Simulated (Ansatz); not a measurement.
Start from this file.

Space group P-6m2 (No. 187). a = 2.848 Å, b = 2.848 Å, c = 4.620 Å, α = 90.00°, β = 90.00°, γ = 120.00°
```json
{"atom": "Ti", "site": "1a", "symmetry": "-6m2", "x": "0.0000", "y": "0.0000", "z": "0.0000"}
{"atom": "Al", "site": "1d", "symmetry": "-6m2", "x": "0.3333", "y": "0.6667", "z": "0.5000"}
```

Q: Work out the structure from the coordinates.

A: Composition: TiAl. The lattice is primitive hexagonal and the space group P-6m2 (No. 187). It has 2 atoms to the cell (1 Ti, 1 Al). Ti bonds to six Ti and six Al in an anticuboctahedral arrangement (2.85 Å to Ti, 2.84 Å to Al). Al sits among six Ti and six Al in an anticuboctahedral arrangement (2.84 Å to Ti, 2.85 Å to Al). The bonds build a three-dimensional framework.

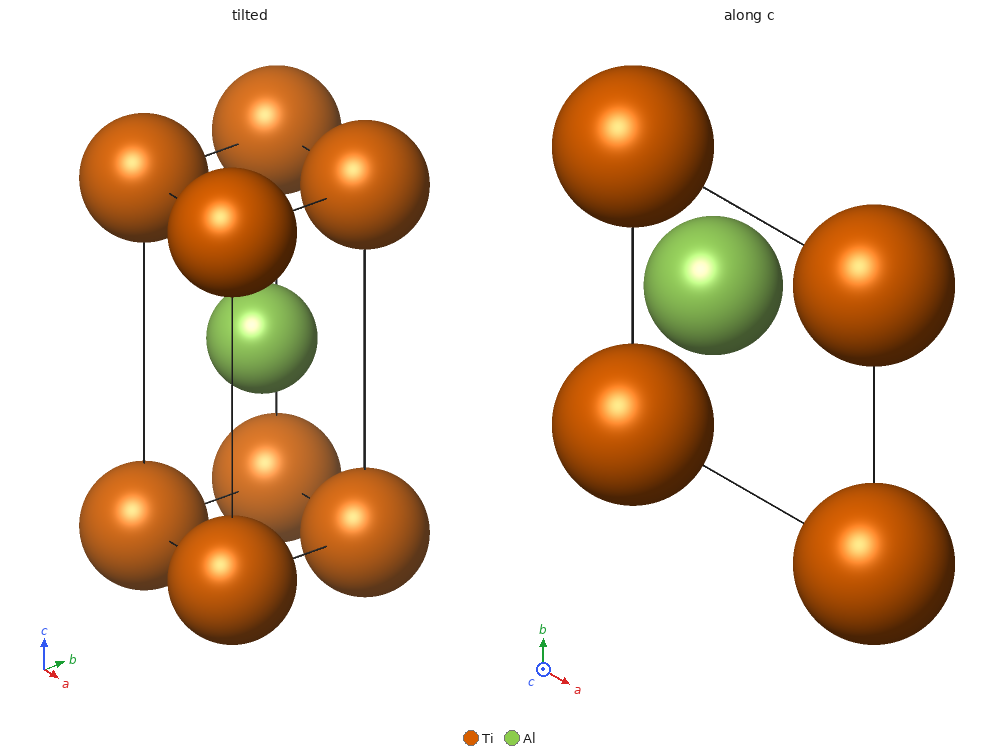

We look at a spheres-only model of the crystal slightly off an axis and along the c axis. One conventional unit cell is framed, with atoms on its boundary repeated. Colours: titanium orange, aluminium green.

Its origin is a structure listed in the Materials Project. Earlier steps of the study may have refined or changed the cell and positions. A calculation with Ansatz used it as input.
